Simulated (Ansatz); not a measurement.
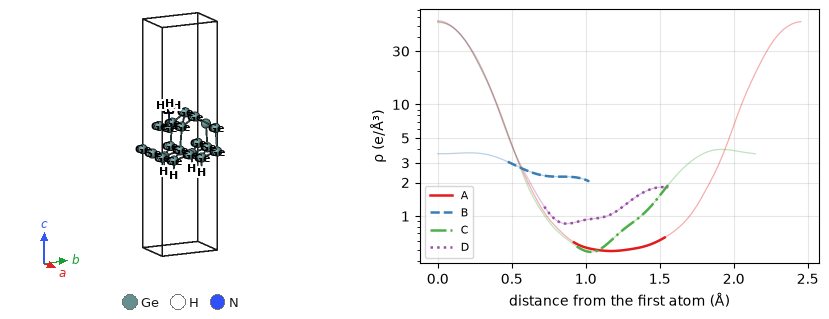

Figure. Ge16H7N (slab). Valence electron density along straight lines between neighbouring atoms. Thin, pale parts lie inside the atomic spheres. The structure is drawn too.

Level of theory: DFT PBE+D3(BJ), scalar-relativistic, plane waves, PAW (Ansatz).

Core electrons are frozen (PAW), and the valence fields are smoothed inside the atomic spheres.

Which curve belongs to which contact (Ge–Ge, Ge–H, Ge–N and N–H)? The first atom named is at distance zero.

Curve A: Ge–Ge (2.45 Å): ρ at the midpoint is about 0.49 e/Å³. Curve B: N–H (1.02 Å): the density is about 2.9 e/Å³ at the midpoint. Curve C: Ge–N (2.15 Å): the density is about 0.49 e/Å³ at the midpoint. Curve D: Ge–H (1.56 Å): the density is about 0.97 e/Å³ at the midpoint.
